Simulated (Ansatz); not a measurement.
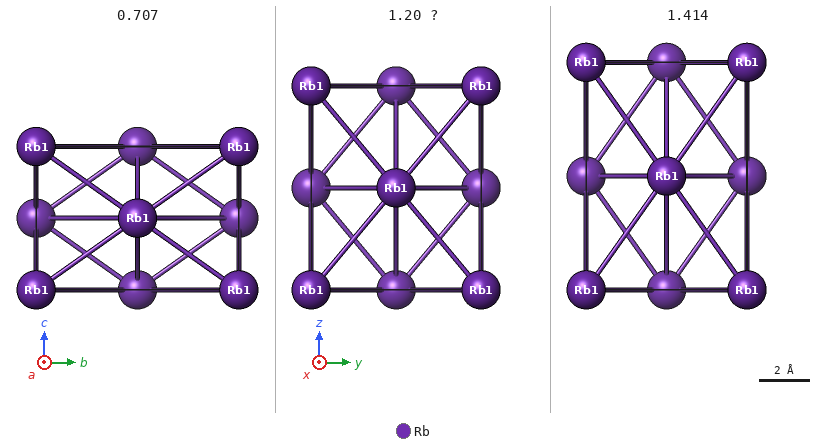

A scan of a crystal of Rb (Fm-3m): the ratio of the cell's length along z to its lengths across, counted as 1 for the reference, is changed at fixed volume (a tetragonal or Bain path), with the atoms kept at their fractional coordinates. x, y and z are the Cartesian axes of the input. Style: ball-and-stick. Shown: the conventional cell (4 times the calculation's cell), along the a axis. Lengths and directions refer to the drawn axes.

The calculation used DFT PBEsol, scalar-relativistic, plane waves, PAW (Ansatz). Settings: plane-wave cutoff 420 eV; k-point mesh 12 × 12 × 12; occupations gaussian; smearing width 0.15 eV; no spin polarisation. Energies (free energies at the smearing named) are counted from the cell as listed in its source, which wasn't relaxed.

```csv
axial ratio over its reference value,E − E(ref) (meV/atom)
0.707,2.0
0.780,2.1
0.850,1.7
0.920,0.6
1.000,0.0
1.100,1.7
1.200,?
1.300,19.3
1.414,38.2
```

**Fill in the missing row.**

A straight line between the two neighbours gives 10.5 meV/atom. A cubic through the four nearest rows (1.000, 1.100, 1.300, 1.414) gives, with Lagrange weights, (−0.1723)(0.0) + (0.6815)(1.7) + (0.6257)(19.3) + (−0.1350)(38.2) = 8.1 meV/atom. The calculation gives 7.9 meV/atom, so the cubic is 0.2 meV/atom too high and the straight line 2.6 meV/atom too high, as the curve bends upwards here.

The whole profile:

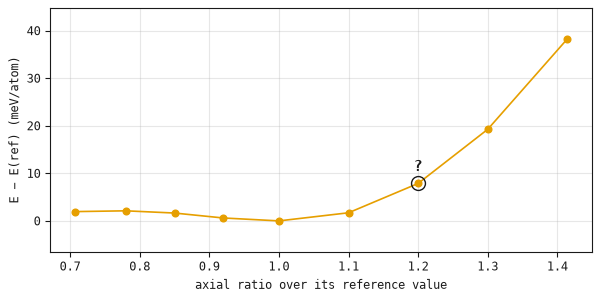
